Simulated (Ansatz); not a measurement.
**MoS$_{2}$: geometry relaxation (part 1 of 2)**

The run: geometry relaxation of MoS$_{2}$ (R3m, 3 atoms in the cell). Method and program: DFT PBE+D3(BJ), scalar-relativistic, plane waves, PAW, no spin polarisation (Ansatz 0.2.0).

The structure derives from an entry of the Crystallography Open Database. Figures and captions count atoms from 1; the log counts them from 0 in places.

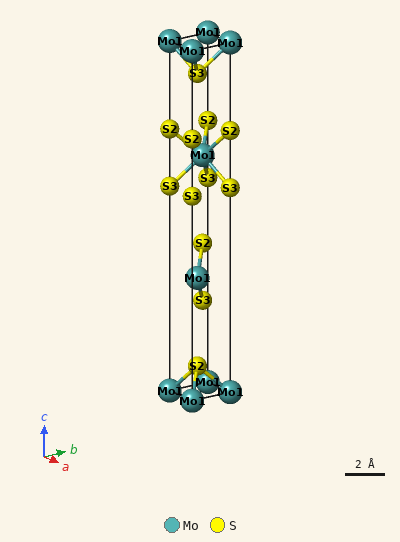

Fig. 1: The structure as given in the input (ball-and-stick view of the cell 3 times as large as that of the calculation, set on its symmetry axes, seen slightly off an axis; atoms are numbered from 1 in the order of the input). Near neighbours in the crystal (not all of them lie inside the picture): Mo has 6 S at 2.36 Å; S has 3 Mo at 2.36 Å.

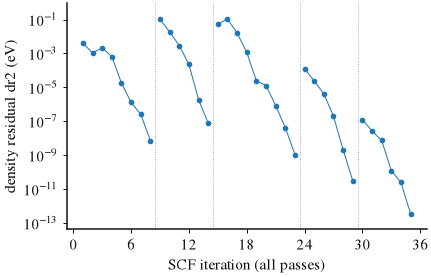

Fig. 2: Convergence of the self-consistent field: density residual dr2 against the SCF iteration. The dotted lines part the SCF passes of the relaxation: geometry steps, rejected trials and re-solves on a re-selected basis. The 5 passes take 6 to 9 iterations each, 35 in all.

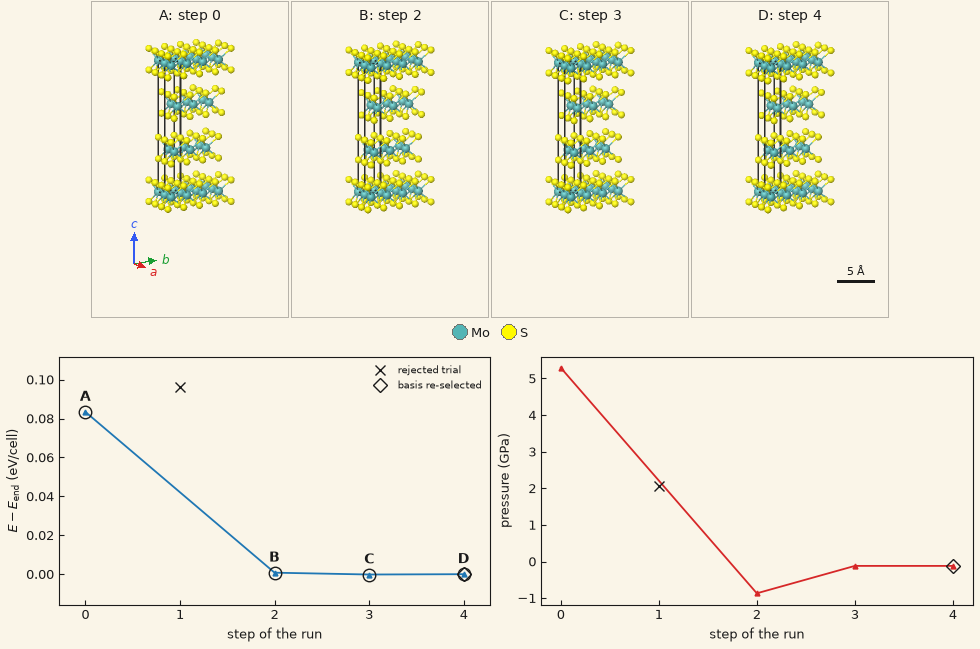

Fig. 3: Frames of the relaxation (ball-and-stick view of the cell 3 times as large as that of the calculation, set on its symmetry axes, repeated 2 × 3 × 1, with bonded neighbours outside it, seen slightly off an axis) above the curves, on which the letters mark them (the first geometry is step 0 here and step 1 in the log).

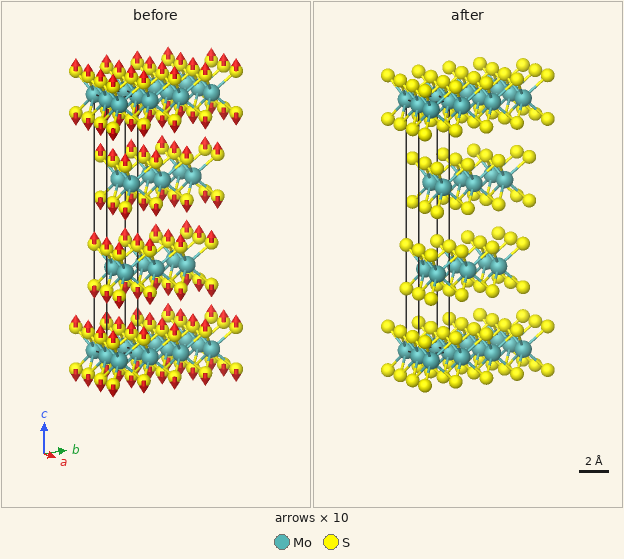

Fig. 4: Before (left) and after (right) the relaxation, at one scale (ball-and-stick view of the cell 3 times as large as that of the calculation, set on its symmetry axes, repeated 2 × 3 × 1, with bonded neighbours outside it, seen slightly off an axis). The red arrows give the displacements (without the part carried along by the change of the cell), magnified 10 times. The largest moves relative to the cell, 0.093 Å, are those of S2 and S3. Mo stays in place. Cell: a = b 3.163 → 3.154 Å (−0.3 %), c 18.370 → 17.997 Å (−2.0 %). Volume −2.6 %. Among the contacts that change: Mo1–S2 2.364 → 2.400 Å. Among the angles that change: S2–Mo1–S3 78.9° → 81.3°. The space group stays R3m (No. 160). Over 3 geometry steps the energy falls by 83.6 meV per cell of the calculation. The largest force component goes from 1.3 to 0.01 eV/Å. The pressure goes from 5.29 to −0.12 GPa. The line search rejected the trial step at point 1 (counted from 0) and went back. A last SCF at the same geometry on a re-selected plane-wave basis shifts the energy by +0.2 meV per cell of the calculation. (Atoms are counted from 1 in the order of the input.)

These pictures come from the run below.

Input file
```yaml
crystal:
  lattice:
    - [1.5815003568, 0.9130796567, 6.12333]
    - [-1.5815003568, 0.9130796567, 6.12333]
    - [0.0, -1.8261593134, 6.12333]
  atoms:
    - { symbol: Mo, position: [0.0, 0.0, 0.0] }
    - { symbol: S, position: [0.7484, 0.7484, 0.7484] }
    - { symbol: S, position: [0.5849, 0.5849, 0.5849] }
basis:
  ecutwfc: 420
kpoints:
  mp_grid: { grid: [6, 6, 6] }
hamiltonian:
  xc: pbe
  dispersion: d3bj
scf:
  occupations: { method: gaussian, width: 0.1 }
output:
  forces: true
  stress: true
  eigenvalues: true
relax:
  adjacent_minimum: "off"
  f_tol: 0.05
  max_steps: 80
  cell: { stress_tol: 0.5 }
```

Run as:
```bash
ansatz run input.yaml --threads 4 --pin off --max-ram 10240MiB --backend cpu --events-out ev --progress --plain --runs-dir out
```

Log
```
basis.fft_grid_basis auto: the FFT boxes are laid along the combinations [[1, 0, -1], [0, 1, -1], [0, 0, 1]] of the cell's own vectors, 3.163, 3.163 and 6.390 Å long. The dense box has 24×24×45 points. Along the cell's own vectors, as sized, it would have 45×45×45, 3.52 times as many. Of the 6 symmetry operations that the crystal satisfies within crystal.symmetry.tolerance (time reversal apart; of a slab, those that keep its plane) the dense box along the cell's own vectors carries 6, and the one as laid loses 4 of those. basis.fft_grid_basis: typed keeps the cell's own vectors: state it where this run's energies or levels are differenced outside the engine with another run's, or held beside a run that keeps those vectors.
Engine: ansatz 0.2.0, aarch64-unknown-linux-gnu
Pseudopotentials: kind: paw
Pseudopotential: Mo, paw, valence charge 14, recommended cutoff 420 eV (normal), Mo.paw.azcp
Pseudopotential: S, paw, valence charge 6, recommended cutoff 420 eV (normal), S.paw.azcp
Functional definition: PBE
  parameter kappa = 0.804
  parameter beta = 0.06672455060314922
  exchange = pbe_x(kappa = kappa, mu = beta*pi^2/3)
  correlation = pbe_c(beta = beta)
Crystal: 3 atoms, lattice volume = 53.054 Å³
Basis set: ecut = 420 eV, 1011 PW (Γ), FFT grids on a1−a3, a2−a3, a3, exchange–correlation on 48×48×90 points (8 copies of the dense FFT grid, shifted against one another)
Bands: 17, of which v1, the nominal top of the filled ones, is band 13 counted from 1 (12 counted from 0)
Symmetry: 6 space group operations
Space group: R3m (ITA 160), of the structure as read, at distance tolerance 3.8e-5 Å
k-points: 32 of 216 (time reversal used)
Non-local potential: Mo, projectors of the file, l = 0: 3, l = 1: 2, l = 2: 2, l = 3: 1
Non-local potential: S, projectors of the file, l = 0: 2, l = 1: 2, l = 2: 2
PAW form: soft (Blöchl's): semilocal exchange-correlation on the pseudo side does not see the compensation charge
PAW one-centre angular grid: Mo, 590 points (default); XC on 64 Gauss nodes
PAW one-centre angular grid: S, 110 points (default); XC on 64 Gauss nodes
Initial density: superposition of atomic densities (neutral atoms: chi_scale 0, normalization atom), corrected by the library's trained network
Initial wavefunctions: pseudopotential atomic-orbital guess
Functional: x = pbe(κ = 0.804, μ = 0.2195149727645171), c = pbe(β = 0.06672455060314922)
SCF iter   1: F=—  HF=-6763.961089 eV  |F-HF|=—  |Δ(HF+E_count)|=         —  Δρ=5.62e-3  dr2=4.06e-3  ethr=1.77e-3  ⟨swp⟩=5.6  Hψ=2897  notcnv=0
preconditioner: auto → none  [insulator: Δε(μ)=0.648 eV  Ē_g=8.383 eV  σ=0.100 eV  W_gap=1.00  n_scr=16 (ndim 8)  ℏωp=21.6 eV  f_vac=0.020  D(μ)=0.00/eV (n_scr^D=0)  ε∞_Penn≈7.7]
SCF iter   2: F=—  HF=-6763.965006 eV  |F-HF|=—  |Δ(HF+E_count)|=   3.92e-3  Δρ=2.91e-3  dr2=1.07e-3  ethr=1.56e-5  ⟨swp⟩=2.0  Hψ=1074  notcnv=0
SCF iter   3: F=—  HF=-6763.967347 eV  |F-HF|=—  |Δ(HF+E_count)|=   2.34e-3  Δρ=1.11e-3  dr2=2.12e-3  ethr=4.12e-6  ⟨swp⟩=2.1  Hψ=823  notcnv=0
SCF iter   4: F=—  HF=-6763.967165 eV  |F-HF|=—  |Δ(HF+E_count)|=   1.82e-4  Δρ=7.51e-4  dr2=6.57e-4  ethr=4.12e-6  ⟨swp⟩=2.0  Hψ=766  notcnv=0
SCF iter   5: F=—  HF=-6763.967089 eV  |F-HF|=—  |Δ(HF+E_count)|=   7.64e-5  Δρ=1.43e-4  dr2=1.80e-5  ethr=2.53e-6  ⟨swp⟩=2.0  Hψ=601  notcnv=0
SCF iter   6: F=—  HF=-6763.967155 eV  |F-HF|=—  |Δ(HF+E_count)|=   6.58e-5  Δρ=6.02e-5  dr2=1.31e-6  ethr=6.92e-8  ⟨swp⟩=2.1  Hψ=743  notcnv=0
SCF iter   7: F=—  HF=-6763.967156 eV  |F-HF|=—  |Δ(HF+E_count)|=   9.32e-7  Δρ=1.61e-5  dr2=2.59e-7  ethr=5.04e-9  ⟨swp⟩=2.0  Hψ=832  notcnv=0
SCF iter   8: F=-6763.967156 eV  HF=-6763.967156 eV  |F-HF|=1.84e-8  |Δ(HF+E_count)|=   8.25e-8  Δρ=4.89e-6  dr2=7.30e-9  ethr=3.85e-10  ⟨swp⟩=5.7  Hψ=2163  notcnv=0
SCF 1 converged in 8 iterations: F = -6763.967156 eV  dr2 = 7.30e-9
  greatest PAW one-centre occupation: 0.998 electrons in one spin orbital (limit 2), on the Mo atom at site 0 (counted from 0), in its partial waves of l = 0
relax step   1: F+E_penalty+E_count = -6763.96715581 eV  Δ(F+E_penalty+E_count) = +0.000e0 eV  max|allowed force component| = 1.302e0 eV/Å  Δτ_max = 0.0000 Å  P = +5.293 GPa  Ω = 53.054 Å³  (8 SCF iters, dr2 threshold 1.00e-7 eV, accepted)
Crystal: 3 atoms, lattice volume = 48.329 Å³
Basis set: ecut = 420 eV, 955 PW (Γ), FFT grids on a1−a3, a2−a3, a3, exchange–correlation on 48×48×90 points (8 copies of the dense FFT grid, shifted against one another)
Initial density: handed on by an earlier stage of this run
Initial wavefunctions: those handed on with the density
iter 1 solved again at ethr=3.96e-4 eV; its pass at ethr=3.10e-3 eV (dr2=1.03e-1 eV) is discarded
SCF iter   1: F=—  HF=-6763.980554 eV  |F-HF|=—  |Δ(HF+E_count)|=         —  Δρ=1.35e-2  dr2=1.04e-1  ethr=3.96e-4  ⟨swp⟩=1.0  Hψ=3304  notcnv=0
preconditioner: auto → none  [insulator: Δε(μ)=0.560 eV  Ē_g=8.318 eV  σ=0.100 eV  W_gap=1.00  n_scr=10 (ndim 8)  ℏωp=22.7 eV  f_vac=0.000  D(μ)=0.00/eV (n_scr^D=0)  ε∞_Penn≈8.4]
SCF iter   2: F=—  HF=-6763.956647 eV  |F-HF|=—  |Δ(HF+E_count)|=   2.39e-2  Δρ=6.06e-3  dr2=1.87e-2  ethr=3.96e-4  ⟨swp⟩=2.0  Hψ=896  notcnv=0
SCF iter   3: F=—  HF=-6763.954244 eV  |F-HF|=—  |Δ(HF+E_count)|=   2.40e-3  Δρ=3.18e-3  dr2=2.93e-3  ethr=7.20e-5  ⟨swp⟩=2.2  Hψ=744  notcnv=0
SCF iter   4: F=—  HF=-6763.954157 eV  |F-HF|=—  |Δ(HF+E_count)|=   8.71e-5  Δρ=5.83e-4  dr2=2.24e-4  ethr=1.13e-5  ⟨swp⟩=1.9  Hψ=811  notcnv=0
SCF iter   5: F=—  HF=-6763.954136 eV  |F-HF|=—  |Δ(HF+E_count)|=   2.08e-5  Δρ=5.84e-5  dr2=1.90e-6  ethr=8.60e-7  ⟨swp⟩=1.8  Hψ=661  notcnv=0
SCF iter   6: F=-6763.954136 eV  HF=-6763.954136 eV  |F-HF|=1.03e-8  |Δ(HF+E_count)|=   2.24e-7  Δρ=1.80e-5  dr2=7.69e-8  ethr=1.15e-9  ⟨swp⟩=6.9  Hψ=2742  notcnv=0
SCF 2 converged in 6 iterations: F = -6763.954136 eV  dr2 = 7.69e-8
relax step   2: F+E_penalty+E_count = -6763.95413647 eV  Δ(F+E_penalty+E_count) = +1.302e-2 eV  max|allowed force component| = 8.201e-1 eV/Å  Δτ_max = 0.1861 Å  P = +2.075 GPa  Ω = 48.329 Å³  energy of the carried Pulay correction = +5.978e-4 eV  (6 SCF iters, dr2 threshold 3.00e-7 eV, rejected (line search))
Crystal: 3 atoms, lattice volume = 51.970 Å³
Basis set: ecut = 420 eV, 999 PW (Γ), FFT grids on a1−a3, a2−a3, a3, exchange–correlation on 48×48×90 points (8 copies of the dense FFT grid, shifted against one another)
iter 1 solved again at ethr=2.04e-4 eV; its pass at ethr=3.10e-3 eV (dr2=5.30e-2 eV) is discarded
```
